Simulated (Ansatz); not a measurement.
A periodic structure is given below.

```cif
data_structure
_symmetry_space_group_name_H-M 'C m'
_symmetry_Int_Tables_number 8
_cell_length_a 9.6544
_cell_length_b 6.4763
_cell_length_c 6.8267
_cell_angle_alpha 90.000
_cell_angle_beta 135.000
_cell_angle_gamma 90.000
_cell_volume 301.82
loop_
_atom_site_label
_atom_site_type_symbol
_atom_site_symmetry_multiplicity
_atom_site_Wyckoff_symbol
_atom_site_fract_x
_atom_site_fract_y
_atom_site_fract_z
_atom_site_occupancy
Sn1 Sn 2 a 0.25422 0.50000 0.99054 1
Sn2 Sn 2 a 0.26761 0.00000 0.03757 1
Sn3 Sn 4 b 0.25963 0.24249 0.52508 1
O1 O 2 a 0.73879 0.00000 0.67635 1
O2 O 2 a 0.22059 0.00000 0.68312 1
O3 O 2 a 0.30997 0.50000 0.36354 1
O4 O 2 a 0.78120 0.50000 0.35286 1
O5 O 4 b 0.06701 0.25141 0.84421 1
O6 O 4 b 0.45488 0.25064 0.18911 1
H1 H 2 a 0.45623 0.50000 0.49294 1
```

Question: Describe what this structure looks like.

Answer: The formula is Sn$_{4}$HO$_{8}$. The symmetry is that of Cm (No. 8), on a base-centred monoclinic lattice. In the cell are 8 Sn, 2 H, 16 O, which makes 2 formula units. Each Sn atom is coordinated by six O in a distorted octahedral arrangement at 2.04 to 2.23 Å. The coordination shell of H holds one O at 1.01 Å. With all contacts inside bonding distance counted, the coordination numbers are O 3 to 4 (mean 3.1). The bonds build a three-dimensional framework.

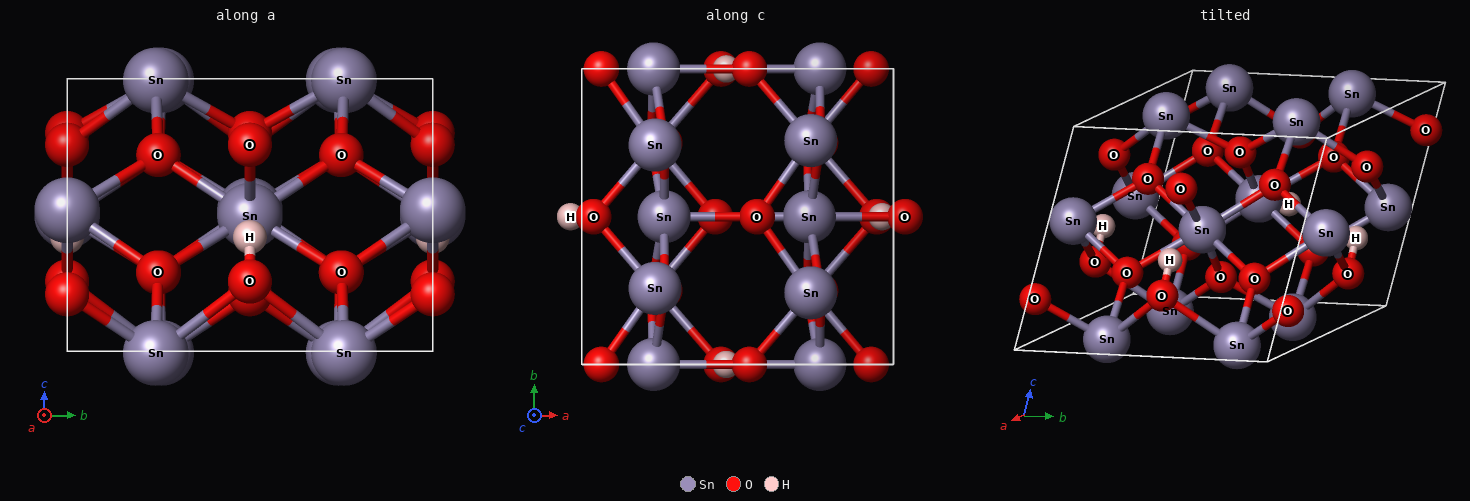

Structure drawing (ball-and-stick), viewed along the a axis, along the c axis and slightly off an axis. One conventional unit cell is outlined, and atoms on its boundary appear in each equivalent place.

The cell started as a structure listed in the Materials Project, repeated into a supercell with a point defect put in. The cell was then strained or its atoms displaced on purpose. The atoms were relaxed in a fixed cell with DFT PBE, scalar-relativistic, plane waves, PAW in Ansatz.
